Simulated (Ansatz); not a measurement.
**MoS2: 5 runs along one coordinate**

System: MoS2 (C2/m, 3 atoms in the cell).
Method: DFT PBE+D3(BJ), scalar-relativistic, plane waves, PAW, PAW set soft_1, no spin polarisation (Ansatz 0.2.0).

The 5 runs differ only in the geometry, by a shift of atoms along one path in a fixed cell. The shift s is measured from run 3: S2 moves along the Cartesian direction (0.00, 1.00, 0.00), and S3 with it in fixed proportion. The structure derives from an entry of the Crystallography Open Database.

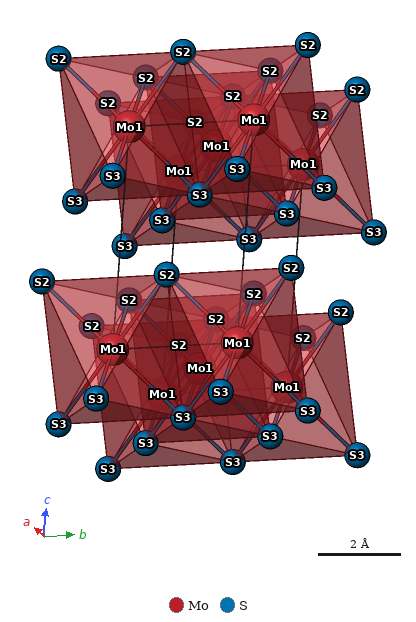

Figure 1. The structure of run 3 (polyhedral view of the cell 2 times as large as that of the calculation, set on its symmetry axes, seen at an oblique angle; polyhedra are completed across the faces of the cell; atoms are numbered from 1 in the order of the input). An atom can appear more than once, as a periodic image.

### Input of run 3
```yaml
crystal:
  lattice:
    - [1.5671157387, 0.841440465, 5.9549887142]
    - [-1.5671157387, 0.841440465, 5.9549887142]
    - [0.0, -1.6828809301, 5.9549887142]
  atoms:
    - { symbol: Mo, position: [0.0, 0.0, 0.0] }
    - { symbol: S, position: [0.7563704478, 0.7563704478, 0.7563704478] }
    - { symbol: S, position: [0.2436295522, 0.2436295522, 0.2436295522] }
basis:
  ecutwfc: 420
kpoints:
  mp_grid: { grid: [15, 15, 15] }
hamiltonian:
  xc: pbe
  pseudopotentials: { kind: paw, azcp: { folder: soft_1 } }
  dispersion: d3bj
scf:
  occupations: { method: gaussian, width: 0.15 }
output:
  forces: true
  stress: true
  eigenvalues: true
```

Command:
```bash
ansatz run input.yaml --threads 2 --pin off --max-ram 4096MiB --backend cpu --events-out ev --progress --plain --runs-dir out
```

Lattice vectors (Å) and fractional positions of run 3:
```
   1.567116    0.841440    5.954989
  -1.567116    0.841440    5.954989
   0.000000   -1.682881    5.954989
Mo  0.000000  0.000000  0.000000
S   0.756370  0.756370  0.756370
S   0.243630  0.243630  0.243630
```

Run 4 differs from it as follows:
```diff
-    - { symbol: S, position: [0.7563704478, 0.7563704478, 0.7563704478] }
-    - { symbol: S, position: [0.2436295522, 0.2436295522, 0.2436295522] }
+    - { symbol: S, position: [0.7688044826, 0.7688044826, 0.7315023783] }
+    - { symbol: S, position: [0.2311955174, 0.2311955174, 0.2684976217] }
```

### Results, with one run withheld

| run | shift s of S2 (Å) | free energy per atom, from the lowest run given (meV) | pressure (GPa) | force along the path (eV/Å) |
| --- | --- | --- | --- | --- |
| 1 | −0.1255 | 19.14 | 12.54 | 1.477 |
| 2 | −0.0628 | 0.00 | 12.45 | 0.330 |
| 3 | 0.0000 | 6.22 | 12.91 | −0.946 |
| 4 | 0.0628 | ? | ? | ? |
| 5 | 0.1255 | 105.41 | 15.70 | −3.875 |

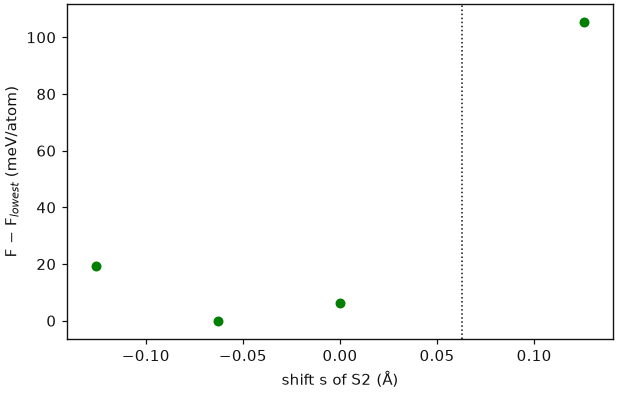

Figure 2. Free energy per atom of the runs given; the dotted line marks run 4.

What should run 4 give?

A quadratic polynomial in the coordinate, fitted to the 4 runs given, misses them by at most 0.77 meV per atom. With x = s + 0.0157, it reads F = 2.2973 + 231.37 x + 3528.3 x² (meV per atom). At run 4 it gives 42.20 meV per atom, and the run itself gives 40.49. The slope of the fit gives a force −dF/ds of −2.356 eV/Å along the path (summed over the atoms that move), and the printed forces give −2.350 eV/Å. The fit has its minimum at s = −0.0485 Å. The fit misses that run by 1.71 meV per atom.

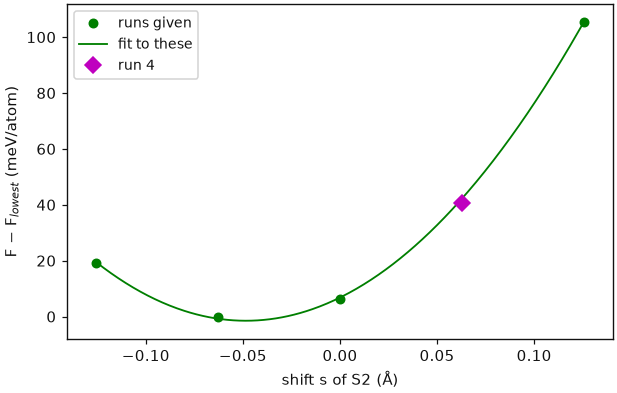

Figure 3. The fit and the withheld run.

### Output, shortened to warnings, some set-up lines, iterations and results (run 4)
```
Basis set: ecut = 420 eV, 913 PW (Γ), FFT grids on a1−a3, a2−a3, a3, exchange–correlation on 40×40×90 points (8 copies of the dense FFT grid, shifted against one another)
Symmetry: 4 space group operations
k-points: 904 of 3375
Initial density: superposition of atomic densities (chi_scale 0.1, normalization cell, long waves kept (reshape's long-wave potential 0.07 eV rms))
[...]
SCF iter   1: F=—  HF=-6763.690125 eV  |F-HF|=—  |Δ(HF+E_count)|=         —  Δρ=5.78e-2  dr2=2.21e0  ethr=3.10e-3  ⟨swp⟩=6.1  Hψ=93004  notcnv=0
SCF iter   2: F=—  HF=-6763.230744 eV  |F-HF|=—  |Δ(HF+E_count)|=   4.59e-1  Δρ=3.45e-2  dr2=9.47e-1  ethr=3.10e-3  ⟨swp⟩=2.3  Hψ=27729  notcnv=0
SCF iter   3: F=—  HF=-6762.955896 eV  |F-HF|=—  |Δ(HF+E_count)|=   2.75e-1  Δρ=7.24e-3  dr2=6.92e-2  ethr=3.10e-3  ⟨swp⟩=3.0  Hψ=29991  notcnv=0
SCF iter   4: F=—  HF=-6762.949657 eV  |F-HF|=—  |Δ(HF+E_count)|=   6.24e-3  Δρ=2.80e-3  dr2=8.36e-3  ethr=2.66e-4  ⟨swp⟩=2.1  Hψ=22415  notcnv=0
SCF iter   5: F=—  HF=-6762.948272 eV  |F-HF|=—  |Δ(HF+E_count)|=   1.38e-3  Δρ=1.04e-3  dr2=5.35e-4  ethr=3.22e-5  ⟨swp⟩=2.9  Hψ=31781  notcnv=0
SCF iter   6: F=—  HF=-6762.948369 eV  |F-HF|=—  |Δ(HF+E_count)|=   9.67e-5  Δρ=1.57e-4  dr2=1.30e-5  ethr=2.06e-6  ⟨swp⟩=2.3  Hψ=24945  notcnv=0
SCF iter   7: F=—  HF=-6762.948394 eV  |F-HF|=—  |Δ(HF+E_count)|=   2.46e-5  Δρ=3.54e-5  dr2=5.55e-7  ethr=5.00e-8  ⟨swp⟩=2.1  Hψ=24358  notcnv=0
SCF iter   8: F=-6762.948395 eV  HF=-6762.948395 eV  |F-HF|=3.41e-9  |Δ(HF+E_count)|=   9.81e-7  Δρ=5.83e-6  dr2=1.91e-8  ethr=3.85e-10  ⟨swp⟩=9.0  Hψ=91736  notcnv=0
SCF 1 converged in 8 iterations: F = -6762.948395 eV  dr2 = 1.91e-8
SCF converged after 8 iterations
Free energy (F): -6762.948395 eV
Harris-Foulkes:  -6762.948395 eV  (|F-HF|=3.41e-9)
Internal energy: -6762.940771 eV  (E = F + TS)
E sigma→0 (E₀):  -6762.944583 eV
Entropy (-TS):   -0.007624 eV (-2.541 meV/atom)
Fermi energy:    13.236601 eV
--- Per-component energies (eV) ---
  E_band       = -102.354999
  E_kinetic    = 642.032267
  E_local      = -1756.492214  (includes V_loc(G=0)·N_el)
  E_nonlocal   = 217.985422
  E_hartree    = 681.335206
  E_xc         = -356.909373
  E_vxc        = -389.115388  (∫ρ·V_xc dr)
  E_paw        = -4429.295268  (= ΣΔE_a)
  E_vpaw       = -179.439851  (= ΣTr[D̂ρ^β])
  E_aug_tail   = 0.000050  (compensation charges beyond the density's cutoff)
  E_ewald      = -1760.143407
  E_disp       = -1.453453  (pairwise vdW)
  E_smearing   = -0.007624  (= −TS)
  E_closure    = 0.000000  (closes the sum)
  Σ components = -6762.948395   (vs F -6762.948395, Δ=0.00e0)
--- Forces (eV/Å), atoms counted from 1 ---
  atom   1  Mo    -0.00000000     0.00000000     0.00000000
  atom   2  S      0.00000000    -1.17499128     1.12016117
  atom   3  S     -0.00000000     1.17499128    -1.12016117
  max |Σ_I F_I| component: 2.22e-16 eV/Å
--- Stress (GPa, compression-positive) ---
        1.152773      -0.000000       0.000000
       -0.000000      28.264225     -12.210606
        0.000000     -12.210605      12.488192
  P = ⅓ Tr σ = 13.9684 GPa (139.684 kbar)
```
